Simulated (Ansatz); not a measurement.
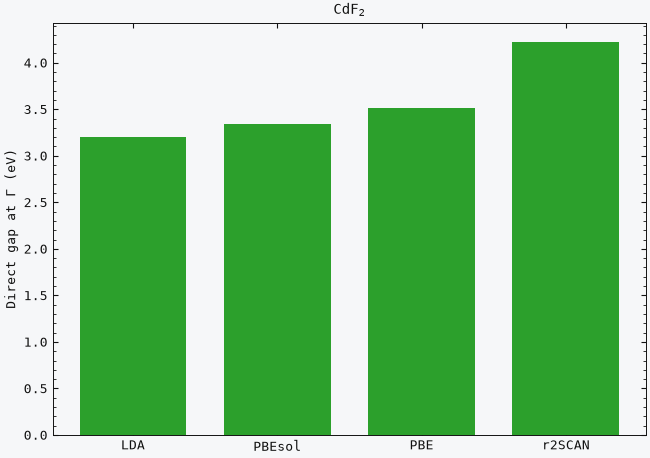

Direct gap at Γ, by several methods on one cell of fluorite-type CdF₂, space group Fm-3m, 3 atoms in the primitive cell; cubic a = 5.388 Å. All runs are with spin-orbit coupling and carry no moments. The cell is at 5 GPa in PBE+SOC. The smallest gap is indirect or lies off these points.

> How do the methods rank at Γ?

From low to high: LDA 3.20, PBEsol 3.34, PBE 3.51, r2SCAN 4.22 eV.

| method | program | Γ (eV) |
| --- | --- | --- |
| LDA | Ansatz | 3.20 |
| PBEsol | Ansatz | 3.34 |
| PBE | Ansatz | 3.51 |
| r2SCAN | Ansatz | 4.22 |

Settings. LDA: Ansatz PAW, 7×7×7 k mesh, 420 eV cutoff, Fermi-Dirac smearing of 0.05 eV (Ansatz 0.2.0). PBEsol: Ansatz PAW, 7×7×7 k mesh, 420 eV cutoff, Fermi-Dirac smearing of 0.05 eV (Ansatz). PBE: Ansatz PAW, 9×9×9 k mesh, 420 eV cutoff, Fermi-Dirac smearing of 0.05 eV (Ansatz 0.2.0). r2SCAN: Ansatz PAW, 7×7×7 k mesh, 500 eV cutoff, Fermi-Dirac smearing of 0.05 eV (Ansatz).

LDA, GGA and most meta-GGA functionals understate gaps. LDA, PBEsol and r2SCAN: the PAW data sets were made with another functional. Over all k points computed the smallest gap is 2.81 eV in LDA, 2.93 eV in PBEsol, 3.10 eV in PBE and 3.79 eV in r2SCAN.
